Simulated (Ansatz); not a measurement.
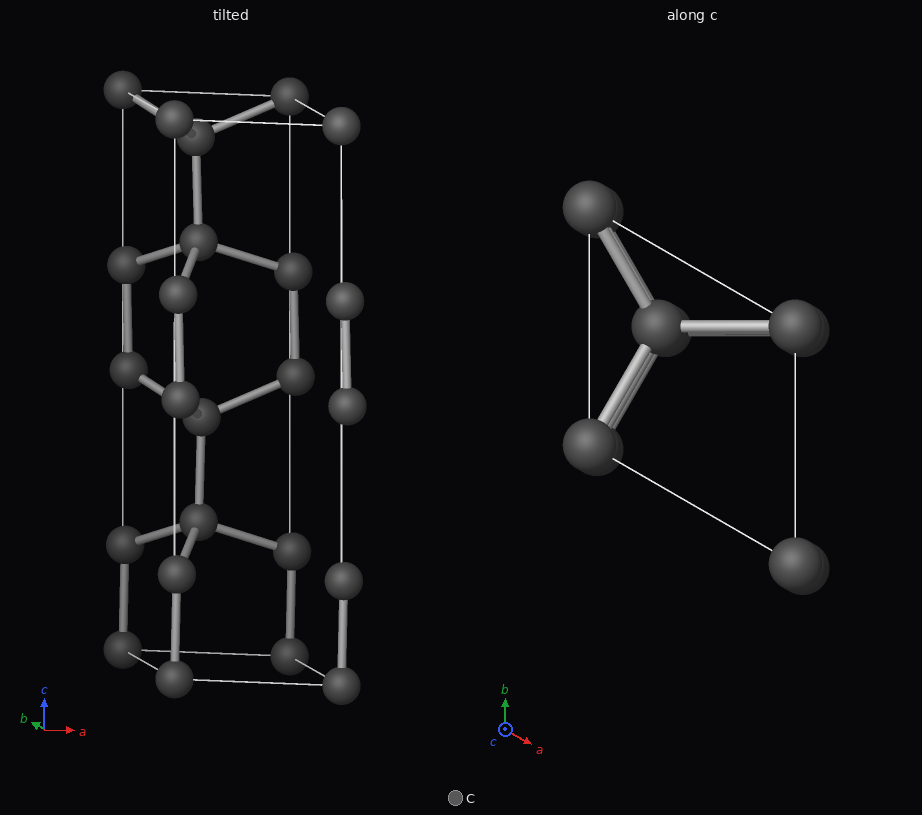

An orthographic ball-and-stick view of the structure, slightly off an axis and along the c axis. One unit cell is framed, with atoms on its boundary repeated.

C, a = 2.50 Å, b = 2.50 Å, c = 8.34 Å, α = 90.00°, β = 90.00°, γ = 120.00°.

Theory: DFT r2SCAN, scalar-relativistic, plane waves, PAW in Ansatz. Numerical settings: plane-wave cutoff 500 eV, a 12×12×4 grid in reciprocal space, Gaussian smearing of 0.05 eV, no spin polarisation.

Question: How large a gap does the method give, if there is one?

Answer: An insulator at this level, with a gap of 3.59 eV on the k-mesh (the true edges may lie between mesh points, so the gap can be somewhat smaller).

Question: Under what pressure is the structure?

Answer: The computed pressure is 0.0 GPa, close to zero.

It goes back to an entry, possibly a prediction, of the Crystallography Open Database. The cell was then strained or its atoms displaced on purpose. A calculation with Ansatz used it as input.
